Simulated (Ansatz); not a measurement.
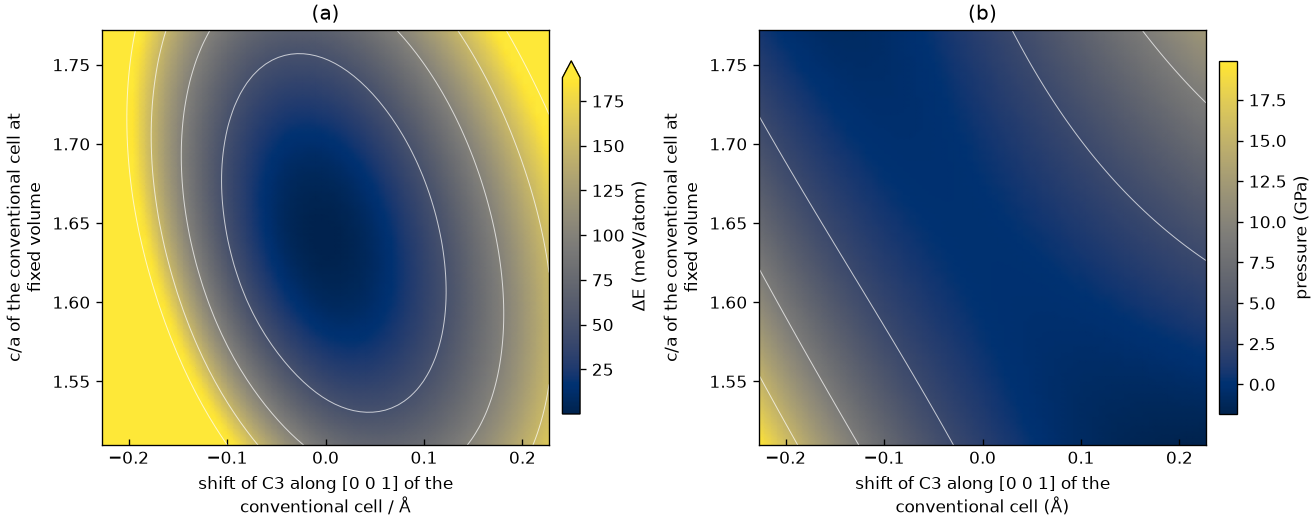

SiC (P6_3mc, No. 186; 4 atoms in the cell). The energy is mapped over a free internal coordinate and the cell. The first coordinate is: shift of C3 along [0 0 1] of the conventional cell, Cartesian (0 0 1), its symmetry partners moved as symmetry demands (measured in the relaxed cell); the second: c/a of the conventional cell at fixed volume. Nothing is relaxed (all other coordinates fixed). The scan uses a 7 × 7 grid. Points are written as (first, second). Energies are in meV/atom, from the lowest grid point. Method: DFT PBE, scalar-relativistic, plane waves, PAW in Ansatz 0.2.0. Settings: cutoff 520 eV, k-mesh 12×12×6 in the order of the run's cell vectors, gaussian smearing 0.05 eV, no spin polarisation.

Panel (a) is the energy; panel (b) is the computed pressure, in GPa.

Drawn: a smooth colour map with a few white contour lines, one colour for all values above the top of the scale. Between grid points the surface is interpolated.

Question: How does the pressure vary over the map, and what is it at the lowest grid point?

Answer: It runs from −1.8 GPa at (0.227 Å, 1.510) to 19.9 GPa at (−0.227 Å, 1.510). At the lowest grid point, (0.000 Å, 1.641), it is 0.0 GPa.

```tsv
second ↓, first →	−0.227	−0.151	−0.076	0.000	0.076	0.151	0.227
1.772	0.7	−0.7	−0.1	1.9	4.9	8.5	12.3
1.728	2.5	0.0	−0.3	0.9	3.2	6.0	9.2
1.685	4.7	1.2	−0.1	0.3	1.7	3.9	6.3
1.641	7.5	2.9	0.6	0.0	0.6	2.0	3.8
1.597	11.0	5.0	1.7	0.1	−0.1	0.5	1.5
1.553	15.1	7.8	3.3	0.7	−0.5	−0.7	−0.3
1.510	19.9	11.2	5.5	1.8	−0.4	−1.4	−1.8
```

PAW datasets: the set soft_1.
